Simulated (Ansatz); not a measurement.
The calculation's input:

```
crystal:
  lattice:
    - [4.3212908972, 0.0, 0.0]
    - [-2.1606454486, 3.7423476941, 0.0]
    - [0.0, 0.0, 26.4670375389]
  atoms:
    - { symbol: Sb, position: [0.0, 0.0, 0.283371344] }
    - { symbol: Ga, position: [0.3333333333, 0.6666666667, 0.3166988296] }
    - { symbol: Sb, position: [0.3333333333, 0.6666666667, 0.4166812862] }
    - { symbol: Ga, position: [0.6666666667, 0.3333333333, 0.4500087717] }
    - { symbol: Sb, position: [0.6666666667, 0.3333333333, 0.5499912283] }
    - { symbol: Ga, position: [0.0, 0.0, 0.5833187138] }
    - { symbol: Sb, position: [0.0, 0.0, 0.6833011704] }
    - { symbol: Ga, position: [0.3333333333, 0.6666666667, 0.716628656] }
basis:
  ecutwfc: 420
kpoints:
  mp_grid: { grid: [9, 9, 1] }
hamiltonian:
  xc: pbesol
scf:
  occupations: { method: gaussian, width: 0.1 }
output:
  forces: true
  stress: true
  eigenvalues: true
  write_density: true
  write_potential: true
  elf: true
  volumetric_format: npy
efield:
  axis: 3
  dipole_correction: true
  ramp_width: 0.04
```

Launched as:

```sh
ansatz run input.yaml --threads 1 --pin off --max-ram 2560MiB --backend cpu --events-out ev --progress --plain --runs-dir out
```

Not relaxed (largest force 0.5 eV/Å).

The calculation used DFT PBEsol, scalar-relativistic, plane waves, PAW (Ansatz).

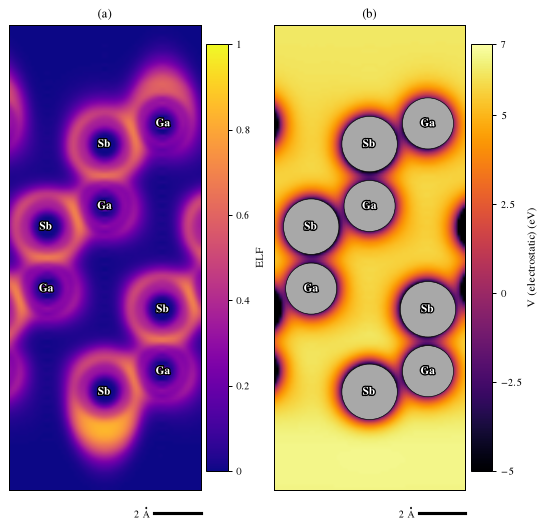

GaSb (slab). (a) ELF; (b) electrostatic potential (local pseudopotential plus Hartree) felt by an electron on the (110) plane of the calculation cell, a cut from vacuum to vacuum. Grey discs cover the atomic cores in the potential map.

Interpret the plot.

Atoms in the plane: Sb and Ga.
Ga–Sb (2.65 Å): the ELF peaks at about 0.70 between the atoms.
Outside the cores the potential energy rises away from the atoms and is highest in the vacuum; its zero is arbitrary.

Metal or insulator at this level of theory?

It is metallic or semimetallic at this level of theory: no gap opens.
